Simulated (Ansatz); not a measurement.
**SnO2: 5 runs along one coordinate**

System: SnO2 (3 atoms in the cell).
Method: DFT r2SCAN, scalar-relativistic, plane waves, PAW, no spin polarisation (Ansatz 0.2.0).

The 5 runs differ only in the geometry, by a strain of the cell at fixed fractional positions. Against run 3, the strain is εzz = η. The structure derives from a Materials Project entry.

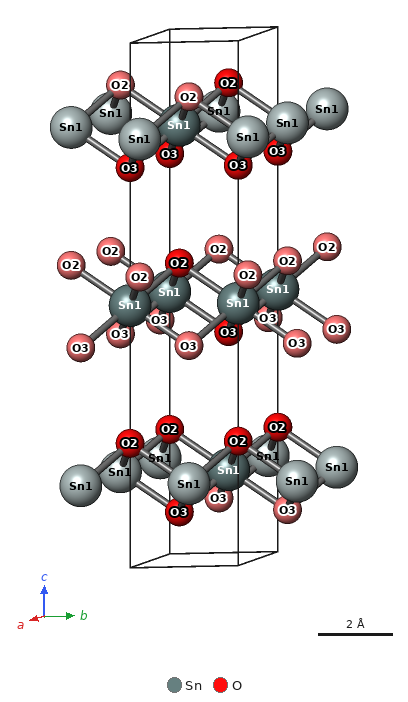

Figure 1. The structure of run 3 (ball-and-stick view of the cell 3 times as large as that of the calculation, set on its symmetry axes, seen slightly off an axis; neighbours outside the cell are drawn fainter; atoms are numbered from 1 in the order of the input). An atom can appear more than once, as a periodic image.

## Input of run 3
```yaml
crystal:
  lattice:
    - [1.4877256292, 0.8589387925, 4.800592584]
    - [-1.4877256292, 0.8589387925, 4.800592584]
    - [0.0, -1.717877585, 4.800592584]
  atoms:
    - { symbol: Sn, position: [0.5, 0.5, 0.5] }
    - { symbol: O, position: [0.23717, 0.23717, 0.23717] }
    - { symbol: O, position: [0.76283, 0.76283, 0.76283] }
basis:
  ecutwfc: 500
kpoints:
  mp_grid: { grid: [12, 12, 12] }
hamiltonian:
  xc: r2scan
scf:
  occupations: { method: gaussian, width: 0.05 }
output:
  forces: true
  stress: true
  eigenvalues: true
```

Command:
```bash
ansatz run input.yaml --threads 1 --pin off --max-ram 2560MiB --backend cpu --events-out ev --progress --plain --runs-dir out
```

Lattice vectors (Å) and fractional positions of run 3:
```
   1.487726    0.858939    4.800593
  -1.487726    0.858939    4.800593
   0.000000   -1.717878    4.800593
Sn  0.500000  0.500000  0.500000
O   0.237170  0.237170  0.237170
O   0.762830  0.762830  0.762830
```

Run 4 differs from it as follows:
```diff
-    - [1.4877256292, 0.8589387925, 4.800592584]
-    - [-1.4877256292, 0.8589387925, 4.800592584]
-    - [0.0, -1.717877585, 4.800592584]
+    - [1.4877256292, 0.8589387925, 4.9926162874]
+    - [-1.4877256292, 0.8589387925, 4.9926162874]
+    - [0.0, -1.717877585, 4.9926162874]
```

## Results, with one run withheld

| run | strain parameter η (%) | free energy per atom, from the lowest run given (meV) | pressure (GPa) | gap on the mesh (eV) |
| --- | --- | --- | --- | --- |
| 1 | −8.0000 | 172.79 | 55.29 | 4.55 |
| 2 | −4.0000 | 91.64 | 44.62 | 4.43 |
| 3 | 0.0000 | 37.12 | 35.47 | 4.30 |
| 4 | 4.0000 | ? | ? | ? |
| 5 | 8.0000 | 0.00 | 20.89 | 4.06 |

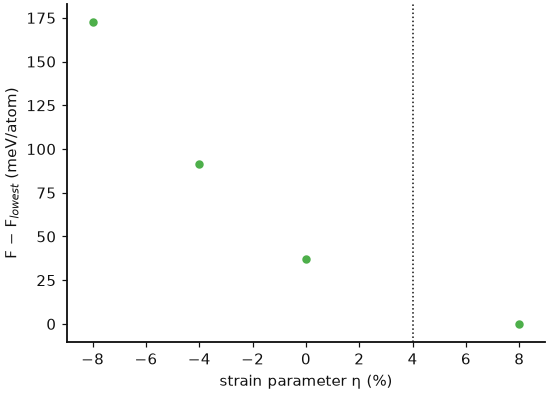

Figure 2. Free energy per atom of the runs given; the dotted line marks run 4.

Estimate the energy of run 4 from the others.

A quadratic polynomial in the coordinate, fitted to the 4 runs given, misses them by at most 0.58 meV per atom. With x = η + 1.0000, it reads F = 48.242 − 12.332 x + 0.77558 x² (meV per atom). At run 4 it gives 5.97 meV per atom, and the run itself gives 7.19. The fit has its minimum at η = 6.9502 %. The miss comes from the order of the polynomial or from scatter in that run; these data can't tell which. The gap on the mesh goes, without turning, from 4.55 eV in run 1 to 4.06 eV in run 5; run 4 has 4.18 eV. These are gaps of this functional on this mesh, which can miss the band edges; they aren't the measured gap.

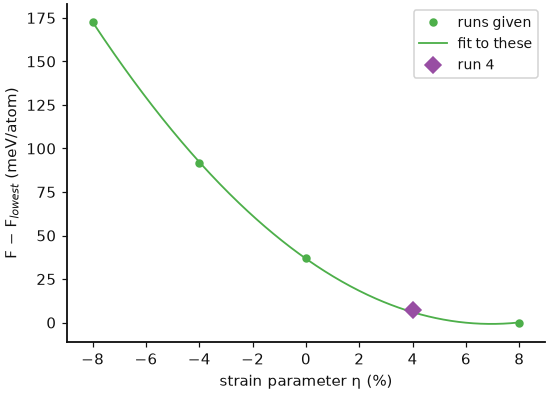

Figure 3. The fit and the withheld run.

## Output, shortened to warnings, some set-up lines, iterations and results (run 4)
```
Basis set: ecut = 500 eV, 1021 PW (Γ), FFT grids on a1−a3, a2−a3, a3, exchange–correlation on 96×96×160 points (64 copies of the dense FFT grid, shifted against one another)
Symmetry: 12 space group operations
k-points: 189 of 1728
Initial density: superposition of atomic densities (neutral atoms: chi_scale 0, normalization atom), corrected by the library's trained network
[...]
SCF iter   1: F=—  HF=-7174.900098 eV  |F-HF|=—  |Δ(HF+E_count)|=         —  Δρ=9.32e-3  dr2=2.90e-2  dr2_τ=1.76e-1  ethr=1.77e-3  ⟨swp⟩=6.1  Hψ=17417  notcnv=0
SCF iter   2: F=—  HF=-7174.976650 eV  |F-HF|=—  |Δ(HF+E_count)|=   7.66e-2  Δρ=5.42e-3  dr2=4.02e-3  dr2_τ=7.13e-4  ethr=1.11e-4  ⟨swp⟩=2.8  Hψ=7456  notcnv=0
SCF iter   3: F=—  HF=-7174.977070 eV  |F-HF|=—  |Δ(HF+E_count)|=   4.20e-4  Δρ=1.52e-3  dr2=6.83e-4  dr2_τ=7.77e-5  ethr=1.54e-5  ⟨swp⟩=3.0  Hψ=5466  notcnv=0
SCF iter   4: F=—  HF=-7174.977030 eV  |F-HF|=—  |Δ(HF+E_count)|=   4.02e-5  Δρ=4.80e-4  dr2=6.97e-5  dr2_τ=7.92e-6  ethr=2.63e-6  ⟨swp⟩=2.0  Hψ=4555  notcnv=0
SCF iter   5: F=—  HF=-7174.977011 eV  |F-HF|=—  |Δ(HF+E_count)|=   1.87e-5  Δρ=8.41e-5  dr2=7.50e-7  dr2_τ=1.56e-7  ethr=2.68e-7  ⟨swp⟩=2.1  Hψ=4264  notcnv=0
SCF iter   6: F=-7174.977011 eV  HF=-7174.977012 eV  |F-HF|=4.18e-8  |Δ(HF+E_count)|=   4.65e-7  Δρ=1.49e-5  dr2=8.03e-8  dr2_τ=2.67e-9  ethr=3.85e-10  ⟨swp⟩=7.9  Hψ=17010  …
SCF 1 converged in 6 iterations: F = -7174.977011 eV  dr2 = 8.03e-8
SCF converged after 6 iterations
Free energy (F): -7174.977011 eV
Harris-Foulkes:  -7174.977012 eV  (|F-HF|=4.18e-8)
Internal energy: -7174.977011 eV  (E = F + TS)
E sigma→0 (E₀):  -7174.977011 eV
Fermi energy:    9.037465 eV
--- Per-component energies (eV) ---
  E_band       = -119.139628
  E_kinetic    = 550.019657
  E_local      = -2081.728337  (includes V_loc(G=0)·N_el)
  E_nonlocal   = 66.226772
  E_hartree    = 1049.996775
  E_xc         = -520.696842
  E_vxc        = -315.461733  (∫ρ·V_xc dr)
  E_paw        = -4492.976151  (= ΣΔE_a)
  E_vpaw       = -458.280775  (= ΣTr[D̂ρ^β])
  E_aug_tail   = 0.002051  (compensation charges beyond the density's cutoff)
  E_vtau       = 20.096653  (kinetic-family band-sum trace: ∫τ·v_τ [+ j·A + Jᵃ·Aᵃ] dr)
  E_ewald      = -1746.492373
  E_core_change = 0.671438  (= ΣΔE_core)
  E_smearing   = -0.000000  (= −TS)
  E_closure    = 0.000000  (closes the sum)
  Σ components = -7174.977011   (vs F -7174.977011, Δ=0.00e0)
--- Forces (eV/Å), atoms counted from 1 ---
  atom   1  Sn     0.00000000    -0.00000000    -0.00000000
  atom   2  O     -0.00000000    -0.00000000     0.74235414
  atom   3  O      0.00000000     0.00000000    -0.74235414
  max |Σ_I F_I| component: 1.11e-16 eV/Å
--- Stress (GPa, compression-positive) ---
       38.457551       0.000000       0.000000
        0.000000      38.457551      -0.000000
        0.000000      -0.000000       5.965551
  P = ⅓ Tr σ = 27.6269 GPa (276.269 kbar)
```
